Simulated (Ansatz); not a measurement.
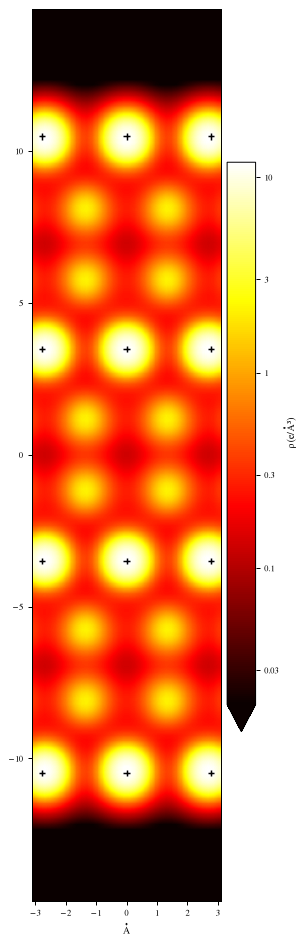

The valence pseudo-density on a plane through atoms (crosses mark nuclei in the plane).

Computed with Ansatz 0.2.0, DFT PBE, scalar-relativistic, plane waves, PAW.

Candidates:
A. HfS₂, a = 3.51 Å, b = 3.51 Å, c = 5.40 Å, α = 90.00°, β = 90.00°, γ = 120.00°. Space group P-3m1; a generated structure, not necessarily the stable one; computed pressure about 10 GPa in this cell.
B. Pt (slab), a = 2.77 Å, b = 2.77 Å, c = 37.39 Å, α = 90.00°, β = 90.00°, γ = 60.00°. 
C. Zr, a = 3.23 Å, b = 3.23 Å, c = 5.15 Å, α = 90.00°, β = 90.00°, γ = 120.00°. Space group P6₃/mmc; a generated structure, not necessarily the stable one.

**Which system is this?**

Candidate B: Pt on the (110) plane of the calculation cell, a cut from vacuum to vacuum, which holds Pt. Pt–Pt (2.77 Å): ρ is about 0.38 e/Å³ halfway.
